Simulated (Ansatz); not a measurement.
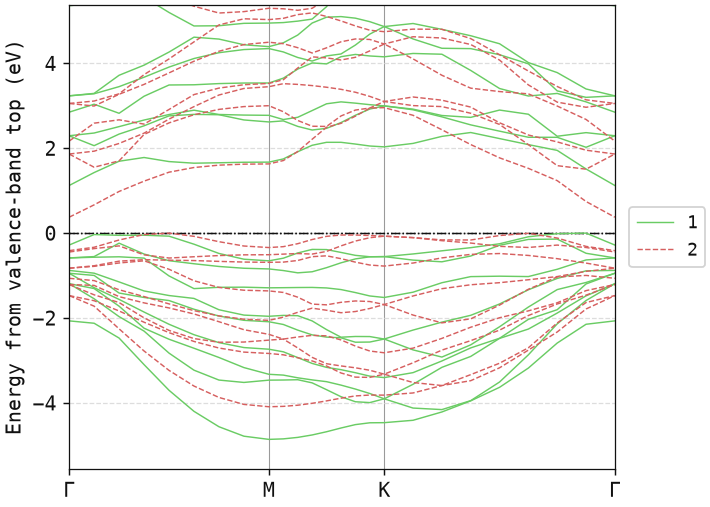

Band structures of Bi2Se3 (slab), 5 atoms in the cell, in two conditions, on a common k axis. Each is counted from its own valence-band top. Ansatz; DFT PBE+D3(BJ), scalar-relativistic, plane waves, PAW, no spin polarisation.

**Which set of bands belongs to which condition: −2 % biaxial strain or +7 % biaxial strain?**

1: −2 % biaxial strain; 2: +7 % biaxial strain. With −2 % biaxial strain the gap along the path is 1.12 eV, indirect; with +7 % biaxial strain the gap along the path is 0.38 eV, indirect.

The top valence band spans 0.7 eV in the first set and 0.4 eV in the second.

Spin-orbit coupling is left out, which matters for Bi.
